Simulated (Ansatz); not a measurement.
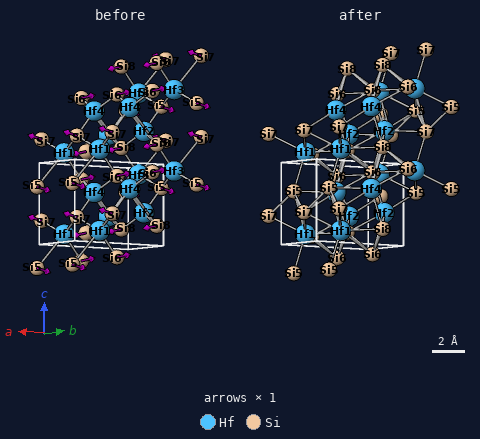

The structure of crystalline HfSi (a generated structure, set up in Pnma) (coarse preliminary run) before (left) and after (right) a relaxation, at one scale. The purple arrows give the displacements (the part carried along by the change of the cell is left out), at their true length.

A ball-and-stick model of the cell of the calculation, repeated 1 × 2 × 2 with one cell outlined, seen from a free direction.

Level of theory: DFT PBEsol, scalar-relativistic, plane waves, PAW (Ansatz 0.2.0).

Input file:
```yaml
crystal:
  lattice:
    - [7.0015093433, 0.0, 0.0]
    - [0.0, 3.7536754368, 0.0]
    - [0.0, 0.0, 5.1641705857]
  atoms:
    - { symbol: Hf, position: [0.82, 0.25, 0.125] }
    - { symbol: Hf, position: [0.32, 0.25, 0.375] }
    - { symbol: Hf, position: [0.18, 0.75, 0.875] }
    - { symbol: Hf, position: [0.68, 0.75, 0.625] }
    - { symbol: Si, position: [0.125, 0.25, 0.69] }
    - { symbol: Si, position: [0.625, 0.25, 0.81] }
    - { symbol: Si, position: [0.875, 0.75, 0.31] }
    - { symbol: Si, position: [0.375, 0.75, 0.19] }
basis:
  ecutwfc: 420
kpoints:
  mp_grid: { grid: [4, 6, 4] }
hamiltonian:
  xc: pbesol
scf:
  occupations: { method: gaussian, width: 0.1 }
output:
  forces: true
  stress: true
  eigenvalues: true
relax:
  adjacent_minimum: "off"
  f_tol: 0.05
  max_steps: 80
  cell: { stress_tol: 0.5 }
```

Command:
```bash
ansatz run input.yaml --threads 8 --pin off --max-ram 15360MiB --backend cpu --events-out ev --progress --plain --runs-dir out
```

Summarise the run.

Answer. The largest moves relative to the cell, 1.18 Å, are those of Si5, Si6, Si7 and Si8. Si5 goes along [−3 0 −1]. By element the largest moves are Si 1.18 Å, Hf 0.03 Å. Cell: a 7.002 → 6.852 Å (−2.1 %), b 3.754 → 3.747 Å (−0.2 %), c 5.164 → 5.199 Å (+0.7 %). Volume −1.6 %. Near-neighbour distances that change, for instance: Hf1–Si8 3.653 → 2.688 Å, Hf1–Si5 3.616 → 2.829 Å, Si5–Si7 3.231 → 2.452 Å, Hf1–Si6 2.124 → 2.874 Å. New bonds form, among them: Hf1–Si5 (3.62 → 2.83 Å), Hf1–Si8 (3.65 → 2.69 Å), Hf2–Si6 (3.62 → 2.83 Å), Hf2–Si7 (3.65 → 2.69 Å). Among the angles between lasting bonds that change: Hf1–Si6–Hf2 176.5° → 138.7°, Hf4–Si6–Hf4 122.5° → 88.4°, Si8–Hf2–Si8 122.5° → 88.4°. The space group stays Pnma (No. 62). Over 8 accepted moves (9 points after the start) the energy falls by 3149 meV per atom. The largest force component goes from 9.3 to 0.03 eV/Å. Pressure: 60.72 GPa at the start and −0.10 GPa at the end. At 1 point the geometry stayed and the basis and grid were re-selected for the new cell (energy shift of 0.1 meV per atom at most each time). The run took 32 s on 8 threads of Arm Neoverse V2, on a shared host, peak memory 0.9 GiB.
